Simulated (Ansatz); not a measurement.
## Run report: Al$_{16}$As$_{16}$H, geometry relaxation (part 2 of 3)

Continued. System: Al$_{16}$As$_{16}$H (defect cell, 33 atoms in the cell). Method: DFT PBE, scalar-relativistic, plane waves, PAW, spin-polarised (Ansatz 0.2.0); cutoff 420 eV, 2×2×2 k-mesh, Gaussian smearing of 0.01 eV, collinear spins. The structure derives from a Materials Project entry. It belongs to a series of runs on one base structure; here: H interstitial, charge +0, atoms relaxed at the host's cell.

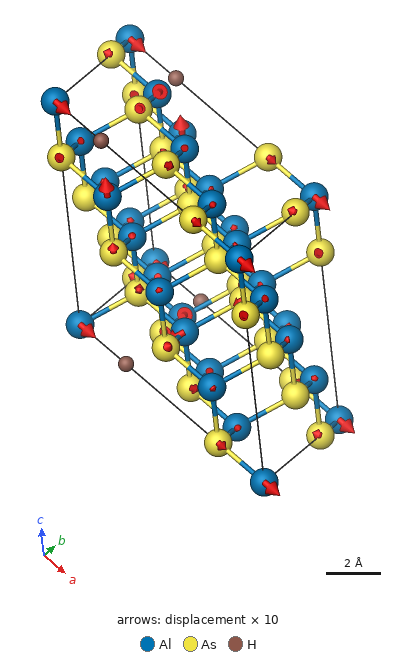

Figure 1. The starting structure with the displacements as red arrows, magnified 10 times (ball-and-stick view of the cell of the calculation, seen slightly off an axis). Over 2 geometry steps the energy falls by 73.2 meV per cell of the calculation. Largest force component: 0.21 eV/Å at the start, 0.0061 eV/Å at the end. The largest moves, 0.087 Å, are those of Al4, Al9, Al10 and Al13. Largest moves by element: Al 0.087 Å, As 0.044 Å. H stays in place. The cell doesn't change. Among the contacts that change: Al10–As28 2.480 → 2.523 Å, Al10–As26 2.480 → 2.475 Å. Among the angles that change: Al10–As30–Al13 109.5° → 104.3°, As26–Al10–As28 109.5° → 106.9°, As26–Al10–As27 109.5° → 111.9°. (Atoms are counted from 1 in the order of the input.)

```
SCF converged after 7 iterations
Magnetization: 1.0000 μB (145.0000 up, 144.0000 down)
Absolute magnetization: 1.0555 μB (∫|ρ↑−ρ↓|, with the PAW one-centre terms)
Spin contamination: 0.0050 ħ² per cell (⟨S²⟩ above its minimum at these occupations)
Per-site moments (μB) at R_I (Å): [(0.003603005717412882, 1.0218050665582832), (0.003603005717412964, 1.021805066558282), (0.003603005717412932, 1.0218050665582825), (0.003862707619706056, 0.9872826955062324), (0.003603005717412826, 1.0218050665582818), (0.003603005717412875, 1.0218050665582814), (0.0036030057174128234, 1.021805066558282), (0.0036030057174128273, 1.021805066558282), (0.003862707619706169, 0.9872826955062325), (0.003862707619706114, 0.9872826955062313), (0.003603005717412873, 1.021805066558283), (0.0036030057174127827, 1.0218050665582818), (0.0038627076197060898, 0.9872826955062313), (0.003603005717412896, 1.0218050665582818), (0.003603005717412912, 1.0218050665582827), (0.00360300571741279, 1.021805066558283), (0.012207968718895372, 1.0238012398346337), (0.008949749713200316, 1.0218050665582818), (0.024126302924060403, 1.0210403806253747), (0.012207968718895413, 1.0238012398346334), (0.008949749713200316, 1.0218050665582823), (0.012207968718895509, 1.0238012398346341), (0.008949749713200228, 1.0218050665582814), (0.00894974971320024, 1.0218050665582818), (0.024126302924060556, 1.0210403806253763), (0.02412630292406044, 1.0210403806253754), (0.02412630292406023, 1.0210403806253752), (0.012207968718895457, 1.0238012398346341), (0.024126302924060334, 1.0210403806253754), (0.024126302924060414, 1.0210403806253745), (0.008949749713200303, 1.021805066558282), (0.008949749713200277, 1.021805066558282), (0.36684102367749183, 0.9872826955062313)]
Free energy (F): -86327.787692 eV
Harris-Foulkes:  -86327.787692 eV  (|F-HF|=6.11e-10)
Internal energy: -86327.786728 eV  (E = F + TS)
E sigma→0 (E₀):  -86327.787210 eV
Entropy (-TS):   -0.000965 eV (-0.029 meV/atom)
Fermi energy:    6.014215 eV
--- Per-component energies (eV) ---
  E_band       = -4356.484082
  E_kinetic    = 2025.177947
  E_local      = -34189.483504  (includes V_loc(G=0)·N_el)
  E_nonlocal   = -10559.939309
  E_hartree    = 18231.609405
  E_xc         = -1906.737044
  E_vxc        = -1736.422775  (∫ρ·V_xc dr)
  E_paw        = -36848.664680  (= ΣΔE_a)
  E_vpaw       = 3640.965202  (= ΣTr[D̂ρ^β])
  E_aug_tail   = -0.000873  (compensation charges beyond the density's cutoff)
  E_ewald      = -23079.748670
  E_smearing   = -0.000965  (= −TS)
  E_closure    = 0.000000  (closes the sum)
  Σ components = -86327.787692   (vs F -86327.787692, Δ=0.00e0)
--- Forces (eV/Å), atoms counted from 1 ---
  atom   1  Al    -0.00448021     0.00599468     0.00599468
  atom   2  Al    -0.00599468    -0.00448021    -0.00599468
  atom   3  Al     0.00599468     0.00448021    -0.00599468
  atom   4  Al     0.00538288    -0.00538288    -0.00538288
  atom   5  Al     0.00599468    -0.00448021     0.00599468
  atom   6  Al    -0.00599468     0.00599468     0.00448021
  atom   7  Al    -0.00599468    -0.00599468    -0.00448021
  atom   8  Al     0.00599468     0.00599468    -0.00448021
  atom   9  Al     0.00538288     0.00538288     0.00538288
  atom  10  Al    -0.00538288    -0.00538288     0.00538288
  atom  11  Al     0.00599468    -0.00599468     0.00448021
  atom  12  Al    -0.00599468     0.00448021     0.00599468
  atom  13  Al    -0.00538288     0.00538288    -0.00538288
  atom  14  Al    -0.00448021    -0.00599468    -0.00599468
  atom  15  Al     0.00448021     0.00599468    -0.00599468
  atom  16  Al     0.00448021    -0.00599468     0.00599468
  atom  17  As    -0.00597661    -0.00597661    -0.00597661
  atom  18  As    -0.00000000    -0.00000000    -0.00000000
  atom  19  As     0.00000000     0.00607418     0.00000000
  atom  20  As    -0.00597661     0.00597661     0.00597661
  atom  21  As     0.00000000     0.00000000     0.00000000
  atom  22  As     0.00597661    -0.00597661     0.00597661
  atom  23  As     0.00000000    -0.00000000     0.00000000
  atom  24  As    -0.00000000    -0.00000000    -0.00000000
  atom  25  As     0.00607418    -0.00000000     0.00000000
  atom  26  As     0.00000000    -0.00607418    -0.00000000
  atom  27  As    -0.00000000    -0.00000000     0.00607418
  atom  28  As     0.00597661     0.00597661    -0.00597661
  atom  29  As     0.00000000    -0.00000000    -0.00607418
  atom  30  As    -0.00607418    -0.00000000    -0.00000000
  atom  31  As    -0.00000000    -0.00000000     0.00000000
  atom  32  As    -0.00000000    -0.00000000    -0.00000000
  atom  33  H     -0.00000000    -0.00000000     0.00000000
  max |Σ_I F_I| component: 2.78e-17 eV/Å
--- Band table (eV; the first three rows and the last of 6) ---
  k-point 0 ↑: bands = ["-28.4099", "-28.4099", "-28.4099", "-28.4095", "-28.4095", "-28.4095", "-28.4088", "-28.4088", "-28.4088", "-28.4082", "-28.4082", "-28.4082", "-28.4036", "-28.4033", "-28.4033", "-28.4033", "-28.4032", "-28.4032", "-28.3973", "-28.3971", "-28.3971", "-28.3971", "-28.3970", "-28.3970", "-28.3893", "-28.3893", "-28.3892", "-28.3892", "-28.3892", "-28.3889", "-28.3871", "-28.3871", "-28.3871", "-28.3871", "-28.3871", "-28.3869", "-28.3867", "-28.3867", "-28.3867", "-28.3864",
      "-28.3864", "-28.3864", "-28.3862", "-28.3862", "-28.3862", "-28.3858", "-28.3858", "-28.3858", "-28.3780", "-28.3780", "-28.3779", "-28.3779", "-28.3779", "-28.3775", "-28.3775", "-28.3772", "-28.3772", "-28.3772", "-28.3771", "-28.3771", "-28.3598", "-28.3598", "-28.3598", "-28.3598", "-28.3598", "-28.3598", "-28.3598", "-28.3598", "-28.3567", "-28.3567", "-28.3567", "-28.3567", "-28.3502", "-28.3502", "-28.3502", "-28.3502", "-28.3502", "-28.3502", "-28.3502", "-28.3502",
      "-5.7040", "-4.4835", "-4.4525", "-4.4525", "-4.4501", "-4.4501", "-4.4501", "-4.4339", "-4.4339", "-4.4339", "-4.3599", "-4.3599", "-4.3599", "-3.8550", "-3.8550", "-3.8068", "0.4649", "0.6869", "0.6869", "0.6869", "1.5115", "1.5115", "1.5115", "1.5388", "1.5388", "1.5388", "1.5457", "1.5457", "1.5886", "1.5886", "1.5886", "2.9232", "3.1768", "3.1768", "3.1768", "3.2273", "3.2273", "3.2273", "3.2511", "3.2511",
      "3.2511", "3.2572", "3.2572", "3.8958", "3.8958", "3.8958", "3.9021", "3.9021", "3.9021", "4.9890", "5.0465", "5.0465", "5.0913", "5.0913", "5.0913", "5.1379", "5.1539", "5.1539", "5.1539", "5.1675", "5.1675", "5.1675", "5.9870", "5.9870", "5.9870", "7.5260", "7.5260", "7.7338", "8.2874", "8.2874", "8.2874", "8.5620", "9.2011", "9.2011", "9.2011", "9.3302", "9.3302", "9.3489", "9.3489", "9.3489",
      "9.3500", "9.3500", "9.3500", "10.0025", "10.2294", "10.2294", "10.2294", "11.5481", "11.5481", "11.5481", "11.6589", "11.6589", "11.6589", "11.6642", "11.6642", "11.6642", "11.6938", "11.6938", "11.7190"]
  k-point 1 ↑: bands = ["-28.4099", "-28.4099", "-28.4099", "-28.4095", "-28.4095", "-28.4095", "-28.4088", "-28.4088", "-28.4088", "-28.4082", "-28.4082", "-28.4082", "-28.4036", "-28.4033", "-28.4033", "-28.4033", "-28.4032", "-28.4032", "-28.3973", "-28.3971", "-28.3971", "-28.3971", "-28.3970", "-28.3970", "-28.3893", "-28.3893", "-28.3892", "-28.3892", "-28.3892", "-28.3889", "-28.3872", "-28.3872", "-28.3871", "-28.3871", "-28.3870", "-28.3869", "-28.3868", "-28.3868", "-28.3867", "-28.3863",
      "-28.3863", "-28.3863", "-28.3863", "-28.3863", "-28.3863", "-28.3858", "-28.3858", "-28.3857", "-28.3781", "-28.3780", "-28.3779", "-28.3779", "-28.3777", "-28.3776", "-28.3774", "-28.3773", "-28.3772", "-28.3772", "-28.3770", "-28.3770", "-28.3598", "-28.3598", "-28.3598", "-28.3598", "-28.3598", "-28.3598", "-28.3598", "-28.3598", "-28.3567", "-28.3567", "-28.3567", "-28.3567", "-28.3502", "-28.3502", "-28.3502", "-28.3502", "-28.3502", "-28.3502", "-28.3502", "-28.3502",
      "-5.3369", "-5.3099", "-4.7277", "-4.7065", "-4.6650", "-4.6598", "-4.1873", "-4.1738", "-4.1648", "-4.1372", "-4.1269", "-4.1176", "-4.0881", "-4.0754", "-3.8648", "-3.8623", "0.2250", "0.8615", "0.8631", "0.8963", "0.9164", "0.9410", "1.1809", "1.2582", "1.2668", "1.2922", "1.4367", "1.6327", "1.6535", "1.6751", "2.5377", "2.7236", "3.1095", "3.3557", "3.3731", "3.4117", "3.4323", "3.5210", "3.5571", "3.5657",
      "3.5679", "3.5766", "3.9387", "4.0130", "4.0182", "4.0491", "4.2473", "4.2550", "4.3661", "4.5085", "4.5215", "4.5239", "4.6730", "4.7016", "4.7131", "4.7338", "4.8883", "4.9013", "4.9373", "4.9476", "4.9561", "5.0270", "5.5941", "5.8188", "5.8375", "8.2435", "8.3908", "8.7942", "8.7959", "8.8664", "8.9248", "8.9350", "8.9642", "8.9656", "9.1940", "9.2023", "9.3748", "9.5442", "9.5782", "9.5847",
      "9.6529", "9.6552", "9.6621", "9.6706", "9.9143", "10.2008", "10.2056", "10.2492", "10.2779", "10.3808", "10.4439", "10.4458", "10.4715", "10.4817", "10.6023", "10.6269", "10.7940", "10.9013", "11.4418"]
  k-point 2 ↑: bands = ["-28.4099", "-28.4099", "-28.4099", "-28.4095", "-28.4095", "-28.4095", "-28.4088", "-28.4088", "-28.4088", "-28.4082", "-28.4082", "-28.4082", "-28.4036", "-28.4033", "-28.4033", "-28.4033", "-28.4032", "-28.4032", "-28.3973", "-28.3971", "-28.3971", "-28.3971", "-28.3971", "-28.3971", "-28.3893", "-28.3893", "-28.3892", "-28.3892", "-28.3892", "-28.3889", "-28.3872", "-28.3871", "-28.3871", "-28.3871", "-28.3870", "-28.3870", "-28.3868", "-28.3868", "-28.3868", "-28.3864",
      "-28.3864", "-28.3864", "-28.3862", "-28.3862", "-28.3862", "-28.3858", "-28.3858", "-28.3858", "-28.3782", "-28.3779", "-28.3779", "-28.3779", "-28.3777", "-28.3777", "-28.3773", "-28.3773", "-28.3772", "-28.3772", "-28.3772", "-28.3769", "-28.3598", "-28.3598", "-28.3598", "-28.3598", "-28.3598", "-28.3598", "-28.3598", "-28.3598", "-28.3567", "-28.3567", "-28.3567", "-28.3567", "-28.3502", "-28.3502", "-28.3502", "-28.3502", "-28.3502", "-28.3502", "-28.3502", "-28.3502",
      "-5.0351", "-4.9721", "-4.9721", "-4.9279", "-4.9279", "-4.9279", "-4.3720", "-4.3720", "-4.3720", "-4.2883", "-3.8314", "-3.8314", "-3.8201", "-3.7878", "-3.7878", "-3.7878", "-0.0070", "0.6009", "0.6009", "0.6009", "0.9994", "0.9994", "0.9994", "1.0092", "1.0092", "1.0092", "2.0184", "2.7963", "2.7963", "2.7963", "2.8125", "2.8125", "2.9357", "2.9357", "2.9357", "2.9577", "2.9577", "2.9577", "3.0458", "3.2825",
      "3.2825", "3.2924", "3.2924", "3.2924", "4.6082", "4.6082", "4.6082", "4.6884", "4.6884", "4.6884", "4.7306", "4.7306", "4.7306", "4.7665", "4.7665", "4.7665", "5.1456", "5.1456", "5.1854", "5.1854", "5.1854", "5.2331", "5.2331", "5.2331", "5.5916", "7.9895", "7.9895", "7.9895", "8.0626", "8.5708", "8.5708", "8.5708", "8.6174", "8.6174", "8.9309", "9.6789", "9.6789", "9.6789", "9.6869", "9.6869",
      "9.9634", "10.3307", "10.3307", "10.3307", "10.3495", "10.3495", "10.5346", "10.5346", "10.5346", "10.6492", "10.6492", "10.6492", "10.7053", "10.7053", "11.4364", "11.4364", "11.4364", "11.4693", "11.4693"]
  k-point 2 ↓: bands = ["-28.4033", "-28.4033", "-28.4033", "-28.4029", "-28.4029", "-28.4029", "-28.4022", "-28.4022", "-28.4022", "-28.4016", "-28.4016", "-28.4016", "-28.3975", "-28.3973", "-28.3973", "-28.3973", "-28.3972", "-28.3972", "-28.3936", "-28.3933", "-28.3933", "-28.3933", "-28.3932", "-28.3932", "-28.3873", "-28.3873", "-28.3872", "-28.3872", "-28.3872", "-28.3869", "-28.3857", "-28.3855", "-28.3855", "-28.3855", "-28.3854", "-28.3854", "-28.3848", "-28.3848", "-28.3848", "-28.3844",
      "-28.3844", "-28.3844", "-28.3842", "-28.3842", "-28.3842", "-28.3838", "-28.3838", "-28.3838", "-28.3767", "-28.3763", "-28.3763", "-28.3763", "-28.3762", "-28.3762", "-28.3752", "-28.3752", "-28.3751", "-28.3751", "-28.3751", "-28.3748", "-28.3580", "-28.3580", "-28.3580", "-28.3580", "-28.3580", "-28.3580", "-28.3580", "-28.3580", "-28.3529", "-28.3529", "-28.3529", "-28.3529", "-28.3474", "-28.3474", "-28.3474", "-28.3474", "-28.3474", "-28.3474", "-28.3474", "-28.3474",
      "-4.9822", "-4.9525", "-4.9525", "-4.9083", "-4.9083", "-4.9083", "-4.3474", "-4.3474", "-4.3474", "-4.2712", "-3.8063", "-3.8010", "-3.8010", "-3.7662", "-3.7662", "-3.7662", "0.2411", "0.6140", "0.6140", "0.6140", "1.0125", "1.0125", "1.0125", "1.0300", "1.0300", "1.0300", "2.3357", "2.8144", "2.8144", "2.8144", "2.8326", "2.8326", "2.9606", "2.9606", "2.9606", "2.9716", "2.9716", "2.9716", "3.1075", "3.3053",
      "3.3053", "3.3083", "3.3083", "3.3083", "4.6433", "4.6433", "4.6433", "4.7030", "4.7030", "4.7030", "4.7463", "4.7463", "4.7463", "4.7855", "4.7855", "4.7855", "5.1772", "5.1772", "5.2044", "5.2044", "5.2044", "5.2521", "5.2521", "5.2521", "6.3181", "8.0045", "8.0045", "8.0045", "8.0821", "8.5841", "8.5841", "8.5841", "8.6276", "8.6276", "8.9914", "9.6927", "9.6927", "9.6927", "9.6971", "9.6971",
      "9.9929", "10.3426", "10.3426", "10.3426", "10.3613", "10.3613", "10.5663", "10.5663", "10.5663", "10.6644", "10.6644", "10.6644", "10.7145", "10.7145", "11.4527", "11.4527", "11.4527", "11.4844", "11.4844"]
```
